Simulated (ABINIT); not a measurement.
Positron calculation of Pt (part 2 of 2)

The same run, continued: Pt (P6₃/mmc, 2 atoms in the cell); Kohn-Sham DFT of a periodic cell, LDA, JTH PAW LDA v2.0, no spin polarisation (ABINIT 10.8.3); cutoff 326.54 eV, 8×8×4 k-mesh, Gaussian smearing of 0.136 eV. The structure derives from a Materials Project entry.

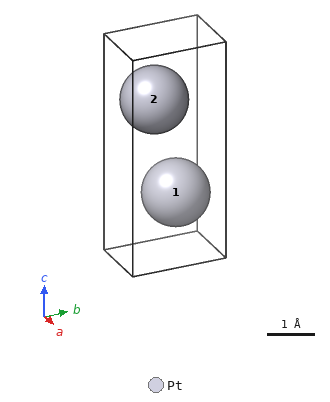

**Figure 1.** The structure as given in the input (spheres-only view of the cell of the calculation, seen slightly off an axis; atoms are numbered from 1 in the order of the input). An atom can appear more than once, as a periodic image.

### What the program printed, continued
```
--- !EnergyTerms
iteration_state     : {dtset: 1, }
comment             : Components of total free energy in Hartree
kinetic             :  1.64132130641712E+01
hartree             :  4.33157144529178E+00
xc                  : -5.80308818164721E+00
Ewald energy        : -6.08563192435972E+01
psp_core            :  5.74912437785303E+00
local_psp           : -1.88712172789676E+01
PAW spherical_terms :  4.67367173454102E+00
internal            : -5.43630440823549E+01
'-kT*entropy'       : -1.41934038727266E-03
total_energy        : -5.43644634227422E+01
total_energy_eV     : -1.47933241225174E+03
...

--- !EnergyTermsDC
iteration_state     : {dtset: 1, }
comment             : '"Double-counting" decomposition of free energy'
band_energy         :  3.76738644700668E+00
Ewald energy        : -6.08563192435972E+01
psp_core            :  5.74912437785303E+00
xc_dc               : -3.37884299367202E+00
PAW spherical_terms :  3.55616014231499E-01
internal            : -5.43630353981780E+01
'-kT*entropy'       : -1.41934038727266E-03
total_energy_dc     : -5.43644547385652E+01
total_energy_dc_eV  : -1.47933217594325E+03
...

--- !EnergyTermsWithPAWCore
iteration_state     : {dtset: 1, }
comment             : 'Components of total free energy, including PAW core contributions'
Total energy        : -3.68070151442288E+04
Total energy DC     : -3.68070151355446E+04
Total energy (eV)   : -1.00156990565128E+06
Total energy DC (eV): -1.00156990541497E+06
...

 Cartesian components of stress tensor (hartree/bohr^3)
  sigma(1 1)=  5.69661611E-04  sigma(3 2)=  0.00000000E+00
  sigma(2 2)=  5.69661610E-04  sigma(3 1)=  0.00000000E+00
  sigma(3 3)=  6.62551089E-04  sigma(2 1)=  3.04387438E-13

-Cartesian components of stress tensor (GPa)         [Pressure= -1.7671E+01 GPa]
- sigma(1 1)=  1.67600232E+01  sigma(3 2)=  0.00000000E+00
- sigma(2 2)=  1.67600232E+01  sigma(3 1)=  0.00000000E+00
- sigma(3 3)=  1.94929260E+01  sigma(2 1)=  8.95538761E-09

================================================================================
== DATASET  2 ==================================================================

--- !DatasetInfo
iteration_state: {dtset: 2, }
dimensions: {natom: 2, nkpt: 1, mband: 1, nsppol: 1, nspinor: 1, nspden: 1, mpw: 203, }
cutoff_energies: {ecut:  12.0, pawecutdg:  24.0, }
electrons: {nelect:   1.00000000E+00, charge:   0.00000000E+00, occopt:   2.00000000E+00, tsmear:   1.00000000E-02, }
meta: {optdriver: 0, ionmov: 0, optcell: 0, iscf: 17, paral_kgb: 0, }
...

 mkfilename : getden/=0, take file _DEN from output of DATASET   1.

 Exchange-correlation functional for the present dataset will be:
  LDA: Perdew-Wang 92 LSD fit to Ceperley-Alder data - ixc=7
  J.P.Perdew and Y.Wang, PRB 45, 13244 (1992)

 Real(R)+Recip(G) space primitive vectors, cartesian coordinates (Bohr,Bohr^-1):
 R(1)=  5.2169019  0.0000000  0.0000000  G(1)=  0.1916846  0.1106692  0.0000000
 R(2)= -2.6084510  4.5179696  0.0000000  G(2)=  0.0000000  0.2213384  0.0000000
 R(3)=  0.0000000  0.0000000  9.0558208  G(3)=  0.0000000  0.0000000  0.1104262
 Unit cell volume ucvol=  2.1344393E+02 bohr^3
 Angles (23,13,12)=  9.00000000E+01  9.00000000E+01  1.20000000E+02 degrees

 Coarse grid specifications (used for wave-functions):

 getcut: wavevector=  0.0000  0.0000  0.0000  ngfft=  18  18  30
         ecut(hartree)=     12.000   => boxcut(ratio)=   2.12441

 Fine grid specifications (used for densities):

 getcut: wavevector=  0.0000  0.0000  0.0000  ngfft=  24  24  40
         ecut(hartree)=     24.000   => boxcut(ratio)=   2.00291

--- Pseudopotential description ------------------------------------------------
- pspini: atom type   1  psp file is ./Pt.LDA_PW-JTH.xml
 Pseudopotential format is: paw10
 basis_size (lnmax)=  6 (lmn_size= 18), orbitals=   0   0   1   1   2   2
 Spheres core radius: rc_sph= 2.51621648
 Shapefunction is SIN type: shapef(r)=[sin(pi*r/rshp)/(pi*r/rshp)]**2
 Radius for shape functions =  2.25451594
 Compensation charge density is not taken into account in XC energy/potential

--------------------------------------------------------------------------------

================================================================================

--- !BeginCycle
iteration_state: {dtset: 2, }
solver: {iscf: 17, nstep: 80, nline: 10, wfoptalg: 10, }
tolerances: {toldfe: 1.00E-07, }
...

     iter   Etot(hartree)      deltaE(h)  residm     nres2
 ETOT  1  -54.615777864344    -5.462E+01 8.682E-03 3.718E-01
 ETOT  2  -54.617100632456    -1.323E-03 1.165E-05 9.346E-02
 ETOT  3  -54.617109007955    -8.375E-06 1.073E-07 5.694E-04
 ETOT  4  -54.617109048925    -4.097E-08 1.885E-10 4.223E-05
 ETOT  5  -54.617109048974    -4.865E-11 1.096E-12 3.886E-07

 At SCF step    5, etot is converged :
  for the second time, diff in etot=  4.865E-11 < toldfe=  1.000E-07

--- !ResultsGS
iteration_state: {dtset: 2, }
comment   : Summary of ground state results
lattice_vectors:
- [  5.2169019,   0.0000000,   0.0000000, ]
- [ -2.6084510,   4.5179696,   0.0000000, ]
- [  0.0000000,   0.0000000,   9.0558208, ]
lattice_lengths: [   5.21690,    5.21690,    9.05582, ]
lattice_angles: [ 90.000,  90.000, 120.000, ] # degrees, (23, 13, 12)
lattice_volume:   2.1344393E+02
convergence: {deltae: -4.865E-11, res2:  3.886E-07, residm:  1.096E-12, diffor:  0.000E+00, }
etotal    :  -5.46171090E+01
entropy   :   0.00000000E+00
fermie    :  -2.52654310E-01
cartesian_stress_tensor: null
pressure_GPa: null
xred      :
- [  3.3333E-01,   6.6667E-01,   2.5000E-01, Pt]
- [  6.6667E-01,   3.3333E-01,   7.5000E-01, Pt]
cartesian_forces: null
force_length_stats: {min: null, max: null, mean: null, }
...

 Integrated electronic density in atomic spheres:
 ------------------------------------------------
 Atom  Sphere_radius  Integrated_density
    1        2.51622          0.15554279
    2        2.51622          0.15554279

--------------------------------------------------------------------------------
 Results for electron-positron annihilation:

2 computations of positron lifetime have been performed (with different enhancement factors).

########## Lifetime computation 1

 # Zero-positron density limit of Arponen and Pajanne provided by Boronski & Nieminen
   Ref.: Boronski and R.M. Nieminen, Phys. Rev. B 34, 3820 (1986)
 # Enhancement factor of Boronski & Nieminen
   Ref.: Boronski and R.M. Nieminen, Phys. Rev. B 34, 3820 (1986)

 Positron lifetime                         (ps)   =  1.06919547E+02
 Positron lifetime with IPM for core elec. (ps)   =  1.11406139E+02
 Annihilation rate                         (ns-1) =  9.35282672E+00
 Annihilation rate with IPM for core elec. (ns-1) =  8.97616600E+00

 Annihilation rate core/valence decomposition:
   Core    contribution to ann.rate          (ns-1) =  2.41180920E+00
   Valence contribution to ann.rate          (ns-1) =  6.94101752E+00
   Core    contribution to ann.rate with IPM (ns-1) =  1.92393587E+00
   Valence contribution to ann.rate with IPM (ns-1) =  7.05223013E+00

 Annihilation rate PAW decomposition:
   Plane-wave contribution to ann.rate          (ns-1) =  7.19681401E+00
   Plane-wave valence contribution to ann.rate  (ns-1) =  6.93002063E+00
   On-site core contribution to ann.rate        (ns-1) =  2.14501583E+00
   On-site valence contribution to ann.rate     (ns-1) =  1.09968830E-02
   Plane-wave contribution to ann.rate with IPM (ns-1) =  7.08497609E+00
   Plane-wave core contrb. to ann.rate with IPM (ns-1) =  9.12946595E-02

########## Lifetime computation 2

 # Zero-positron density limit of Arponen and Pajanne provided by Boronski & Nieminen
   Ref.: Boronski and R.M. Nieminen, Phys. Rev. B 34, 3820 (1986)
 # Enhancement factor of Boronski & Nieminen IN THE RPA LIMIT
   Ref.: Boronski and R.M. Nieminen, Phys. Rev. B 34, 3820 (1986)

 Positron lifetime                         (ps)   =  1.00730293E+02
 Positron lifetime with IPM for core elec. (ps)   =  1.04682365E+02
 Annihilation rate                         (ns-1) =  9.92750011E+00
 Annihilation rate with IPM for core elec. (ns-1) =  9.55270738E+00

 Annihilation rate core/valence decomposition:
   Core    contribution to ann.rate          (ns-1) =  2.42157424E+00
   Valence contribution to ann.rate          (ns-1) =  7.50592587E+00
   Core    contribution to ann.rate with IPM (ns-1) =  1.92393587E+00
   Valence contribution to ann.rate with IPM (ns-1) =  7.62877151E+00

 Annihilation rate PAW decomposition:
   Plane-wave contribution to ann.rate          (ns-1) =  7.77574538E+00
   Plane-wave valence contribution to ann.rate  (ns-1) =  7.49928464E+00
   On-site core contribution to ann.rate        (ns-1) =  2.14511351E+00
   On-site valence contribution to ann.rate     (ns-1) =  6.64122751E-03
   Plane-wave contribution to ann.rate with IPM (ns-1) =  7.66602800E+00
   Plane-wave core contrb. to ann.rate with IPM (ns-1) =  9.12946595E-02

      (*) IPM=Independent particle Model

================================================================================

 ----iterations are completed or convergence reached----

 Mean square residual over all n,k,spin=   10.961E-13; max=  10.961E-13
 reduced coordinates (array xred) for    2 atoms
       0.333333333333      0.666666666667      0.250000000000
       0.666666666667      0.333333333333      0.750000000000
 rms dE/dt=  0.0000E+00; max dE/dt=  0.0000E+00; dE/dt below (all hartree)
    1       0.000000000000      0.000000000000      0.000000000000
    2       0.000000000000      0.000000000000      0.000000000000

 cartesian coordinates (angstrom) at end:
    1     -0.00000000001764     1.59387103533488     1.19803349918626
    2      1.38033280694592     0.79693551766744     3.59410049755879
 length scales=  1.000000000000  1.000000000000  1.000000000000 bohr
              =  0.529177210544  0.529177210544  0.529177210544 angstroms
 Fermi (or HOMO) energy (hartree) =  -0.25265   Average Vxc (hartree)=  -0.36127
 Eigenvalues (hartree) for nkpt=   1  k points:
 kpt#   1, nband=  1, wtk=  1.00000, kpt=  0.0000  0.0000  0.0000 (reduced coord)
  -0.25265

--- !EnergyTerms
iteration_state     : {dtset: 2, }
comment             : Components of total free energy in Hartree
kinetic             :  2.48108222374696E-01
local_psp           : -6.75402098350193E-01
PAW spherical_terms :  1.90270009661145E-01
positronic          : -2.37023866314350E-01
electronic          : -5.43644547385652E+01
electron_positron_interaction: -1.68205671937991E-02
total_energy        : -5.46182991720734E+01
total_energy_eV     : -1.48623963486983E+03
...

--- !EnergyTermsDC
iteration_state     : {dtset: 2, }
comment             : '"Double-counting" decomposition of free energy'
band_energy         : -2.52654310408532E-01
PAW spherical_terms :  0.00000000000000E+00
electron_positron_dc:  1.68205671939084E-02
positronic          : -2.35833743214618E-01
electronic          : -5.43644547385652E+01
electron_positron_interaction: -1.68205671937991E-02
total_energy_dc     : -5.46171090489737E+01
total_energy_dc_eV  : -1.48620724997049E+03
...

== END DATASET(S) ==============================================================
================================================================================

 -outvars: echo values of variables after computation  --------
            acell      1.0000000000E+00  1.0000000000E+00  1.0000000000E+00 Bohr
           etotal1    -5.4364454739E+01
           etotal2    -5.4617109049E+01
            fcart1     0.0000000000E+00  0.0000000000E+00 -0.0000000000E+00
                       0.0000000000E+00  0.0000000000E+00 -0.0000000000E+00
            fcart2     9.9999999999E+99  9.9999999999E+99  9.9999999999E+99
                       9.9999999999E+99  9.9999999999E+99  9.9999999999E+99
            rprim      5.2169019355E+00  0.0000000000E+00  0.0000000000E+00
                      -2.6084509678E+00  4.5179696052E+00  0.0000000000E+00
                       0.0000000000E+00  0.0000000000E+00  9.0558208125E+00
           strten1     5.6966161052E-04  5.6966161046E-04  6.6255108857E-04
                       0.0000000000E+00  0.0000000000E+00  3.0438743811E-13
           strten2     9.9999999999E+99  9.9999999999E+99  9.9999999999E+99
                       9.9999999999E+99  9.9999999999E+99  9.9999999999E+99
           xangst     -1.7639253727E-11  1.5938710353E+00  1.1980334992E+00
                       1.3803328069E+00  7.9693551767E-01  3.5941004976E+00
             xred      3.3333333333E-01  6.6666666667E-01  2.5000000000E-01
                       6.6666666667E-01  3.3333333333E-01  7.5000000000E-01
 Calculation completed.
```

This output came from the following input.

### Input
```
ndtset 2

pp_dirpath "./"
pseudos "Pt.LDA_PW-JTH.xml"

acell 3*1.0
rprim
     5.2169019355     0.0000000000     0.0000000000
    -2.6084509678     4.5179696052     0.0000000000
     0.0000000000     0.0000000000     9.0558208125
ntypat 1
znucl 78
natom 2
typat 1 1
xred
            1/3            2/3            1/4
            2/3            1/3            3/4

ecut 326.536635 eV
pawecutdg 24.0

ixc 7

nstep 80

iomode 3
prteig 0
prtebands 0
prtwf 0

kptopt1 1
ngkpt1 8 8 4
nshiftk1 1
shiftk1 0.0 0.0 0.0
nband1 14
occopt1 7
tsmear1 0.136 eV
tolvrs1 1.0e-10
prtden1 1

positron2 1
ixcpositron2 1
getden2 1
kptopt2 0
nkpt2 1
kpt2 0.0 0.0 0.0
nband2 1
occopt2 2
occ2 1.0
posocc2 1.0
toldfe2 1.0e-7
nline2 10
nnsclo2 2
optforces2 0
optstress2 0
prtden2 0
```

Run as:
```bash
abinit run.abi > log 2>&1
```

### Summary

```json
{"quantity": "outcome", "value": "converged"}
{"quantity": "space group (tolerance 0.01 Å)", "value": "P6₃/mmc (194)"}
{"quantity": "electrons treated", "value": "20"}
{"quantity": "free energy", "value": "−1479.3322 eV"}
{"quantity": "positron lifetime (one of the program's estimates)", "value": "100.7 ps"}
{"quantity": "Fermi energy", "value": "8.450 eV"}
{"quantity": "gap on the k-point mesh", "value": "none (metallic)"}
{"quantity": "pressure", "value": "−17.67 GPa"}
{"quantity": "largest force (length of the vector)", "value": "under 0.001 eV/Å"}
{"quantity": "hardware", "value": "1 thread of Arm Neoverse V1, 112 GiB of memory available, shared host"}
{"quantity": "wall time", "value": "9 s"}
{"quantity": "peak memory", "value": "0.07 GiB"}
```

### Remarks

Points of doubt noted for this run: cutoff too low for stress; PAW basis incomplete for positron. Spin–orbit coupling is left out, which matters for Pt. The cell is under a tension of 17.7 GPa at this level, so it is not at its equilibrium volume.
